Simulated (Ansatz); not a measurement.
**WC: 8 runs along one coordinate**

System: WC (2 atoms in the cell).
Method: DFT PBEsol, scalar-relativistic, plane waves, PAW, no spin polarisation (Ansatz 0.2.0).

The 8 runs differ only in the geometry, by a shift of atoms along one path in a fixed cell. The shift s is measured from run 5: W1 moves along the Cartesian direction (0.00, 0.00, −1.00). The structure derives from a Materials Project entry.

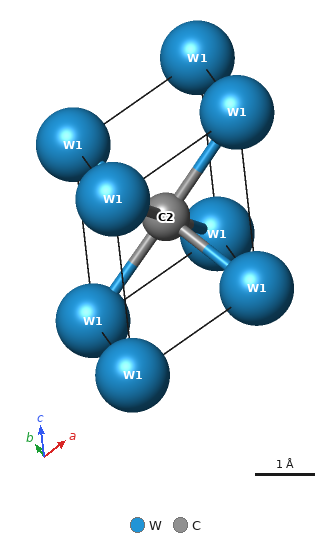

Figure 1. The structure of run 5 (ball-and-stick view of the cell of the calculation, seen slightly off an axis; atoms are numbered from 1 in the order of the input).

**Input of run 5**
```yaml
crystal:
  lattice:
    - [0.0, 2.192684, 2.192684]
    - [2.192684, 0.0, 2.192684]
    - [2.192684, 2.192684, 0.0]
  atoms:
    - { symbol: W, position: [-0.0085511638, -0.0085511638, 0.0085511638] }
    - { symbol: C, position: [0.5, 0.5, 0.5] }
basis:
  ecutwfc: 420
kpoints:
  mp_grid: { grid: [18, 18, 18] }
hamiltonian:
  xc: pbesol
scf:
  occupations: { method: gaussian, width: 0.15 }
output:
  forces: true
  stress: true
  eigenvalues: true
```

Command:
```bash
ansatz run input.yaml --threads 1 --pin off --max-ram 1228MiB --backend cpu --events-out ev --progress --plain --runs-dir out
```

Lattice vectors (Å) and fractional positions of run 5:
```
   0.000000    2.192684    2.192684
   2.192684    0.000000    2.192684
   2.192684    2.192684    0.000000
W  -0.008551 -0.008551  0.008551
C   0.500000  0.500000  0.500000
```

Run 4 differs from it as follows:
```diff
-    - { symbol: W, position: [-0.0085511638, -0.0085511638, 0.0085511638] }
+    - { symbol: W, position: [-0.0057007759, -0.0057007759, 0.0057007759] }
```

**Results, with one run withheld**

| run | shift s of W1 (Å) | free energy per atom, from the lowest run given (meV) | pressure (GPa) | force along the path (eV/Å) |
| --- | --- | --- | --- | --- |
| 1 | −0.1375 | 15.72 | −8.54 | 0.677 |
| 2 | −0.0875 | 3.53 | −9.73 | 0.308 |
| 3 | −0.0250 | 0.00 | −10.10 | −0.074 |
| 4 | −0.0125 | ? | ? | ? |
| 5 | 0.0000 | 1.86 | −9.90 | −0.226 |
| 6 | 0.0250 | 5.72 | −9.51 | −0.394 |
| 7 | 0.0375 | 8.47 | −9.24 | −0.486 |
| 8 | 0.0500 | 11.80 | −8.92 | −0.580 |

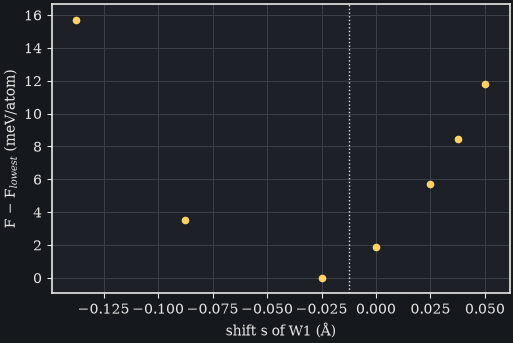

Figure 2. Free energy per atom of the runs given; the dotted line marks run 4.

Estimate the energy of run 4 from the others.

A cubic polynomial in the coordinate, fitted to the 7 runs given, misses them by at most 0.13 meV per atom. With x = s + 0.0196, it reads F = 0.13852 + 57.352 x + 1580.3 x² − 217.79 x³ (meV per atom). At run 4 it gives 0.63 meV per atom, and the run itself gives 0.69. The slope of the fit gives a force −dF/ds of −0.160 eV/Å along the path (summed over the atoms that move), and the printed forces give −0.149 eV/Å. The fit has its minimum at s = −0.0377 Å.

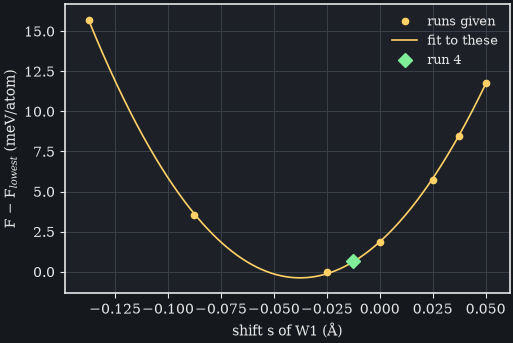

Figure 3. The fit and the withheld run.

**Output, shortened to warnings, some set-up lines, iterations and results (run 4)**
```
Basis set: ecut = 420 eV, 411 PW (Γ), exchange–correlation on 48×48×48 points (8 copies of the dense FFT grid, shifted against one another)
Symmetry: 8 space group operations
k-points: 480 of 5832 (time reversal used)
Initial density: superposition of atomic densities (neutral atoms: chi_scale 0, normalization atom), corrected by the library's trained network
[...]
SCF iter   1: F=—  HF=-10502.815696 eV  |F-HF|=—  |Δ(HF+E_count)|=         —  Δρ=6.82e-3  dr2=8.80e-3  ethr=1.77e-3  ⟨swp⟩=5.0  Hψ=67415  notcnv=0  defer=270
SCF iter   2: F=—  HF=-10502.814679 eV  |F-HF|=—  |Δ(HF+E_count)|=   1.02e-3  Δρ=4.47e-3  dr2=4.16e-3  ethr=4.89e-5  ⟨swp⟩=1.0  Hψ=12000  notcnv=0  defer=288
SCF iter   3: F=—  HF=-10502.813830 eV  |F-HF|=—  |Δ(HF+E_count)|=   8.49e-4  Δρ=5.20e-4  dr2=3.87e-5  ethr=2.31e-5  ⟨swp⟩=1.9  Hψ=8214  notcnv=0  defer=288
SCF iter   4: F=—  HF=-10502.813815 eV  |F-HF|=—  |Δ(HF+E_count)|=   1.50e-5  Δρ=1.14e-4  dr2=1.77e-6  ethr=2.15e-7  ⟨swp⟩=2.5  Hψ=10784  notcnv=0  defer=288
SCF iter   5: F=-10502.813815 eV  HF=-10502.813815 eV  |F-HF|=3.79e-8  |Δ(HF+E_count)|=   2.12e-8  Δρ=1.81e-5  dr2=5.22e-8  ethr=9.85e-9  ⟨swp⟩=2.1  Hψ=8839  notcnv=0  …
SCF iter   6: F=-10502.813815 eV  HF=-10502.813815 eV  |F-HF|=1.52e-9  |Δ(HF+E_count)|=   1.89e-8  Δρ=5.12e-6  dr2=2.66e-9  ethr=2.90e-10  ⟨swp⟩=6.1  Hψ=34405  notcnv=0
SCF 1 converged in 6 iterations: F = -10502.813815 eV  dr2 = 2.66e-9
SCF converged after 6 iterations
Free energy (F): -10502.813815 eV
Harris-Foulkes:  -10502.813815 eV  (|F-HF|=1.52e-9)
Internal energy: -10502.805223 eV  (E = F + TS)
E sigma→0 (E₀):  -10502.809519 eV
Entropy (-TS):   -0.008592 eV (-4.296 meV/atom)
Fermi energy:    21.598131 eV
--- Per-component energies (eV) ---
  E_band       = -64.018253
  E_kinetic    = 540.889600
  E_local      = -662.760657  (includes V_loc(G=0)·N_el)
  E_nonlocal   = 28.911147
  E_hartree    = 230.757290
  E_xc         = -313.739201
  E_vxc        = -299.043132  (∫ρ·V_xc dr)
  E_paw        = -8530.978629  (= ΣΔE_a)
  E_vpaw       = -133.529227  (= ΣTr[D̂ρ^β])
  E_aug_tail   = -0.000067  (compensation charges beyond the density's cutoff)
  E_ewald      = -1796.127600
  E_core_change = 0.242893  (= ΣΔE_core)
  E_smearing   = -0.008592  (= −TS)
  E_closure    = 0.000000  (closes the sum)
  Σ components = -10502.813815   (vs F -10502.813815, Δ=0.00e0)
--- Forces (eV/Å), atoms counted from 1 ---
  atom   1  W      0.00000000     0.00000000     0.14850194
  atom   2  C     -0.00000000     0.00000000    -0.14848186
  max |Σ_I F_I| component: 2.01e-5 eV/Å
--- Stress (GPa, compression-positive) ---
      -10.137364       0.000000       0.000000
        0.000000     -10.137364       0.000000
        0.000000      -0.000000      -9.796915
  P = ⅓ Tr σ = -10.0239 GPa (-100.239 kbar)
```

Notes: Spin–orbit coupling is left out, which matters for W.
